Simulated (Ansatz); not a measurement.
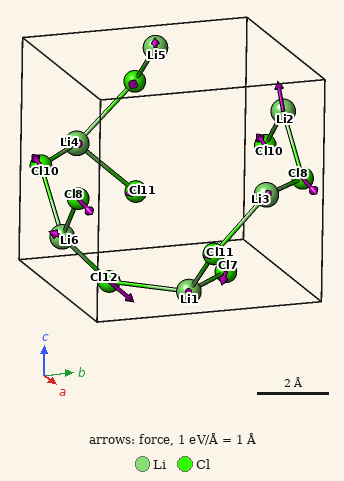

Starting geometry of solid LiCl (a generated structure, set up in P1) (coarse preliminary run) with the computed forces as purple arrows. A ball-and-stick model of the cell of the calculation, seen slightly off an axis.

These are results of DFT PBE, scalar-relativistic, plane waves, PAW in Ansatz 0.2.0, not measurements.

Input file:
```yaml
crystal:
  lattice:
    - [6.834200201, -0.0508514451, 0.1597208199]
    - [-0.0508514451, 6.7997631359, -0.029620814]
    - [0.1597208199, -0.029620814, 6.674973979]
  atoms:
    - { symbol: Li, position: [0.7517020912, 0.4954756922, 0.0223407765] }
    - { symbol: Li, position: [0.5139440398, -0.0128040888, 0.7220717663] }
    - { symbol: Li, position: [-0.0185430189, 0.7534942103, 0.4987846714] }
    - { symbol: Li, position: [0.0226974461, 0.2414269609, 0.5079632892] }
    - { symbol: Li, position: [0.2571375587, 0.5030164423, -0.0191110891] }
    - { symbol: Li, position: [0.5000023097, 0.0150776156, 0.2419473242] }
    - { symbol: Cl, position: [0.4922600549, 0.7507418666, 0.0153038976] }
    - { symbol: Cl, position: [0.7351445783, 1.0005740592, 0.481147903] }
    - { symbol: Cl, position: [0.0133106016, 0.4990083924, 0.7610401747] }
    - { symbol: Cl, position: [0.2589591921, 0.9998405201, 0.4961008046] }
    - { symbol: Cl, position: [-0.004628006, 0.5183949069, 0.2579619588] }
    - { symbol: Cl, position: [0.4780131524, 0.2357534224, 0.0144485229] }
basis:
  ecutwfc: 420
kpoints:
  mp_grid: { grid: [2, 2, 2] }
hamiltonian:
  xc: pbe
scf:
  occupations: { method: gaussian, width: 0.1 }
  lower_state_search: "off"
output:
  forces: true
  stress: true
  eigenvalues: true
relax:
  adjacent_minimum: "off"
  f_tol: 0.025
  max_steps: 60
  cell: { stress_tol: 0.25 }
```

Launched with:
```bash
ansatz run input.yaml --threads 1 --pin off --max-ram 2560MiB --backend cpu --events-out ev --progress --plain --runs-dir out
```

Is this structure relaxed? If not, where do the atoms go?

It isn't relaxed: the largest force vector, on Cl8, is 1.03 eV/Å. The final displacements follow the starting forces only in part (cosine between the two patterns 0.75). The atom that moves furthest relative to the cell is Li2 (0.22 Å along [−1 1 2]). Largest moves by element: Li 0.22 Å, Cl 0.19 Å. Cell: a 6.836 → 6.794 Å (−0.6 %), b 6.800 → 6.796 Å (−0.1 %), c 6.677 → 6.791 Å (+1.7 %), α 90.5° → 90.0°, β 87.3° → 89.2°, γ 90.9° → 90.3°. Volume +1.1 %. Near-neighbour distances that change, for instance: Li2–Cl8 2.157 → 2.395 Å, Li6–Cl12 2.157 → 2.395 Å, Li2–Cl12 2.576 → 2.406 Å, Li1–Cl12 2.556 → 2.403 Å. Bond angles that change, for instance: Li5–Cl12–Li6 132.1° → 120.9°, Li5–Cl7–Li6 130.0° → 120.3°, Cl7–Li2–Cl12 80.3° → 89.8°. The space group stays P1 (No. 1). After 2 accepted moves (3 points after the start) the energy has fallen by 32.7 meV per atom. Largest force component: 1 eV/Å at the start, 0.011 eV/Å at the end. Pressure: 0.57 GPa at the start and −0.07 GPa at the end. The SCF was repeated once at an unchanged geometry on a basis and grid sized afresh for the cell, which shifted the energy by less than 0.05 meV per atom at most. Cost: 7.2 s on 1 thread of AMD EPYC 9R45 96-Core Processor (Zen 5), on a shared host, peak memory 0.55 GiB.
